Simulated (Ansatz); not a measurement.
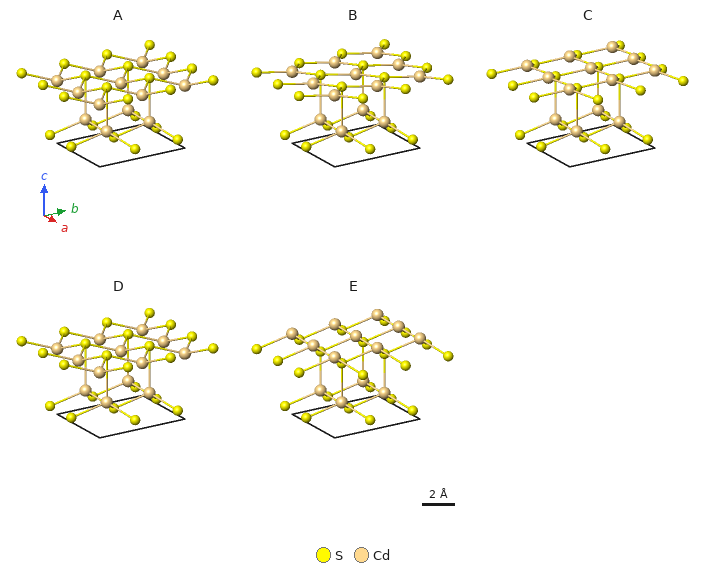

5 geometries from one constrained relaxation of a slab of composition CdS (cut from the F-43m phase), in shuffled order. A ball-and-stick model of the cell of the calculation, outlined in the plane, without the vacuum (origin shifted), seen slightly off an axis.

Case: clean slab, lower planes held. The slab is the (1 1 1) face of CdS. 8 atoms are held fixed.

The calculation used DFT PBE+D3(BJ), scalar-relativistic, plane waves, PAW (Ansatz). (plane-wave cutoff 420 eV; k-point mesh 2 × 2 × 1; occupations gaussian; smearing width 0.05 eV; no spin polarisation; dipole correction; atoms relaxed in a fixed cell; force threshold 0.03 eV/Å; at most 70 steps)

Q: Order the frames from highest to lowest energy.

A: E, C, B, D, A. They are steps 0, 2, 4, 6, 9, at +1.869 eV per cell of the calculation, +0.844 eV per cell of the calculation, +0.574 eV per cell of the calculation, +0.124 eV per cell of the calculation relative to the last. The energy falls by 1.869 eV per cell of the calculation in 8 accepted moves (9 points after the start). The largest force component goes from 1.3 to 0.016 eV/Å. 1 step only repeated the SCF at the same geometry. The largest moves, 1.18 Å, are those of Cd atoms. Largest moves by element: Cd 1.18 Å, S 0.32 Å. The cell doesn't change. Near-neighbour distances that change, for instance: Cd–S 2.534 → 2.851 Å, Cd–S 2.534 → 2.476 Å. Among the angles between lasting bonds that change: Cd–S–Cd 109.5° → 74.8°, S–Cd–S 109.5° → 113.4°, Cd–S–Cd 109.5° → 113.4°. The run took 57 s on 4 threads of Arm Neoverse V1 (shared host), peak memory 1.7 GiB.
